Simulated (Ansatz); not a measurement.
```
CELL_PARAMETERS angstrom
3.65122 0.00000 0.00000
-1.82561 3.16205 0.00000
0.00000 0.00000 19.32519
ATOMIC_POSITIONS crystal
Ga 0.33333 0.66667 0.10265
Ga 0.00000 0.00000 0.43598
Ga 0.66667 0.33333 0.76931
Ga 0.33333 0.66667 0.23069
Ga 0.00000 0.00000 0.56402
Ga 0.66667 0.33333 0.89735
P 0.00000 0.00000 0.05804
P 0.66667 0.33333 0.39137
P 0.33333 0.66667 0.72470
P 0.66667 0.33333 0.27530
P 0.33333 0.66667 0.60863
P 0.00000 0.00000 0.94196
```

Space group R-3m; a structure from a database of computed crystals, not necessarily the ambient phase; not relaxed (largest force 0.7 eV/Å); computed pressure about 5 GPa in this cell; PAW files of the earlier set (soft_1).

Level of theory: DFT LDA, scalar-relativistic, plane waves, PAW in Ansatz.

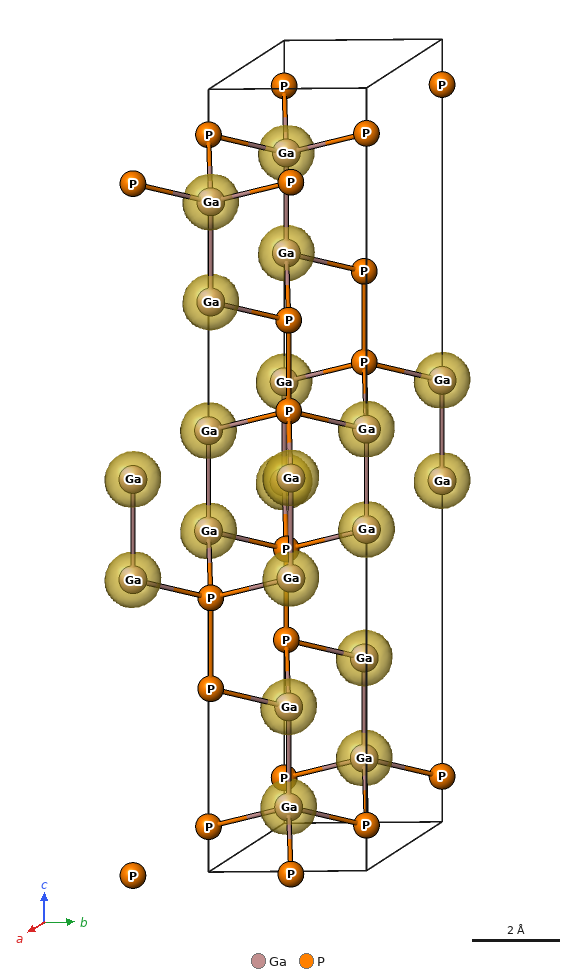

GaP. Isosurface of the valence electron density at 1.5 e/Å³ (yellow), seen at an oblique angle. Sticks mark near contacts.

Core electrons are frozen (PAW), and the valence fields are smoothed inside the atomic spheres.

How is the density connected at this value?

Answer. At this value the density breaks into separate islands; it holds about 50 % of the electrons treated as valence (semicore included). It bridges none of the near contacts. It is pinched off along the shortest P–P (2.24 Å), Ga–P (2.28 Å) and Ga–Ga (2.47 Å) contacts. On the grid the lowest density along these lines, outside the cores, is 0.71 e/Å³ (P–P, 2.24 Å), 0.6 e/Å³ (Ga–P, 2.28 Å) and 0.41 e/Å³ (Ga–Ga, 2.47 Å).
